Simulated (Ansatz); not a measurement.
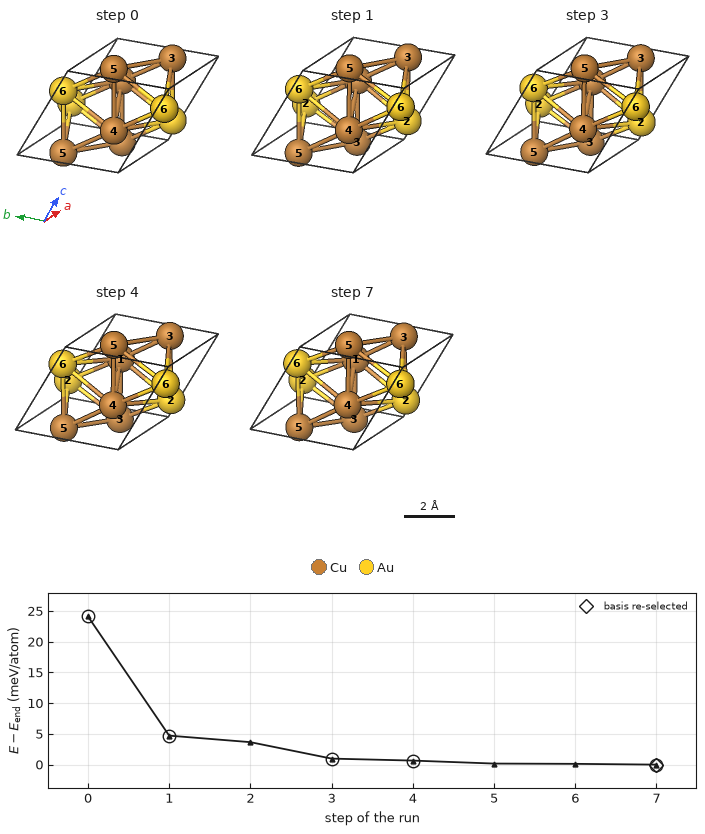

Frames of a relaxation of solid Cu2Au (set up in Cmcm), marked on the history of the run. A ball-and-stick model of the cell of the calculation, seen from a free direction.

Case: 2 of 6 Cu sites taken by Au, cell and atoms relaxed.

Method: DFT PBEsol, scalar-relativistic, plane waves, PAW in Ansatz 0.2.0. Settings: plane-wave cutoff 420 eV; k-point mesh 8 × 12 × 12; occupations gaussian; smearing width 0.1 eV; no spin polarisation; cell and atoms relaxed; force threshold 0.015 eV/Å; at most 60 steps.

What happens along the run?

Over 6 accepted moves (7 points after the start) the energy falls by 24.1 meV per atom. Largest force component: 1.1 eV/Å at the start, 0.0033 eV/Å at the end. Pressure: 4.83 GPa at the start and 0.01 GPa at the end. The SCF was repeated once at an unchanged geometry on a basis and grid sized afresh for the cell, which shifted the energy by 0.1 meV per atom at most. The largest moves relative to the cell, 0.15 Å, are those of Au2 and Au6. Au2 goes along −c. Largest moves by element: Au 0.15 Å, Cu 0.11 Å. The drawn cell changes as follows: a 4.341 → 4.365 Å (+0.6 %), b 4.565 → 4.656 Å (+2.0 %), c 4.565 → 4.485 Å (−1.8 %), α 120.0° → 118.8°; the volume changes by +2.0 %. Some distances before and after: Cu1–Cu3 2.636 → 2.855 Å, Au2–Au6 2.651 → 2.821 Å, Cu1–Cu5 2.651 → 2.750 Å, Cu1–Cu4 2.651 → 2.567 Å. The space group stays Cmcm (No. 63). The run took 4.1 min on 1 thread of Intel(R) Xeon(R) 6975P-C (Granite Rapids), with other jobs on the host, peak memory 1 GiB. From step 0 to 1: Au atoms move most (0.07 Å), volume +2.7 %, energy −19.4 meV per atom. From step 1 to 3: Cu atoms move most (0.05 Å), volume −0.7 %, energy −3.7 meV per atom. From step 3 to 4: Cu atoms move most (0.02 Å), volume +0.4 %, energy −0.3 meV per atom. From step 4 to 7: Cu atoms move most (0.03 Å), volume −0.3 %, energy −0.7 meV per atom.

| step | E − E(0), meV/atom | largest force component, eV/Å | pressure, GPa | volume, Å³/atom | note |
| --- | --- | --- | --- | --- | --- |
| 0 | 0.00 | 1.0867 | 4.83 | 13.056 |  |
| 1 | -19.40 | 0.1389 | -0.65 | 13.412 |  |
| 2 | -20.46 | 0.1097 | -0.35 | 13.382 |  |
| 3 | -23.14 | 0.0218 | 0.28 | 13.311 |  |
| 4 | -23.46 | 0.0814 | -0.45 | 13.359 |  |
| 5 | -23.95 | 0.0122 | -0.11 | 13.326 |  |
| 6 | -24.00 | 0.0034 | 0.02 | 13.313 |  |
| 7 | -24.12 | 0.0033 | 0.01 | 13.313 | same geometry, new basis |
